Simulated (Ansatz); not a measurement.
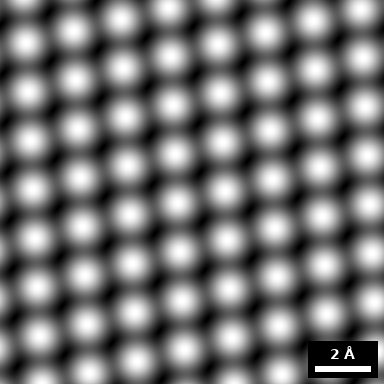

HAADF-like image of W (P6/mmm, No. 191). The image is simulated as a sum over atoms of Z^1.7, blurred by a 1.08 Å probe (no channelling). The display is stretched by a gamma of 0.65; percentages refer to the linear signal. Atomic positions: coordinates from a relaxation with DFT PBEsol, scalar-relativistic, plane waves, PAW in Ansatz; the starting structure was generated, so it need not be a known form of this composition.

```
W
1.0
     2.75981    0.00000    0.00000
    -1.37990    2.39006    0.00000
     0.00000    0.00000    2.56786
W
1
Direct
  0.00000 0.00000 0.00000
```

Which beam direction gives this image, [210], [211], [310] or [102]? (Directions equivalent by symmetry count as one.)

Answer. [211]. The projected cells are 1.38 × 2.57 Å, 90° for [210]; 1.78 × 1.78 Å, 101° for [211]; 0.90 × 2.57 Å, 90° for [310]; 1.22 × 2.39 Å, 90° for [102], and the image repeats as the [211] one does.
